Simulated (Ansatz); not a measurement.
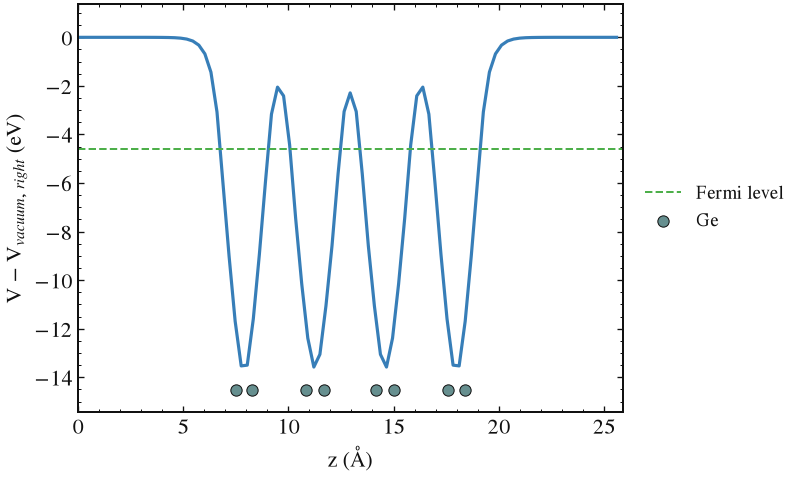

Plane-averaged electrostatic potential energy of an electron across the slab; circles at the bottom mark the heights of the atoms (positions after relaxation).

Calculation on a (001) slab cut from Ge (P6_3/mmc), 8 atoms in the cell; a = 4.06 Å, b = 4.06 Å, c = 25.88 Å, α = 90.00°, β = 90.00°, γ = 120.00°.

Computed with Ansatz 0.2.0: DFT PBE, scalar-relativistic, plane waves, PAW, no spin polarisation, 9×9×1 k mesh, 420 eV cutoff, Gaussian smearing of 0.1 eV.

What is the work function?

Answer. The work function is 4.61 eV, the same on both faces. The two vacuum levels agree, so the slab has no net dipole along its normal.

How thick are slab and vacuum?

Answer. The outermost atoms are 10.9 Å apart, which leaves 15.0 Å of vacuum in a cell 25.9 Å high.
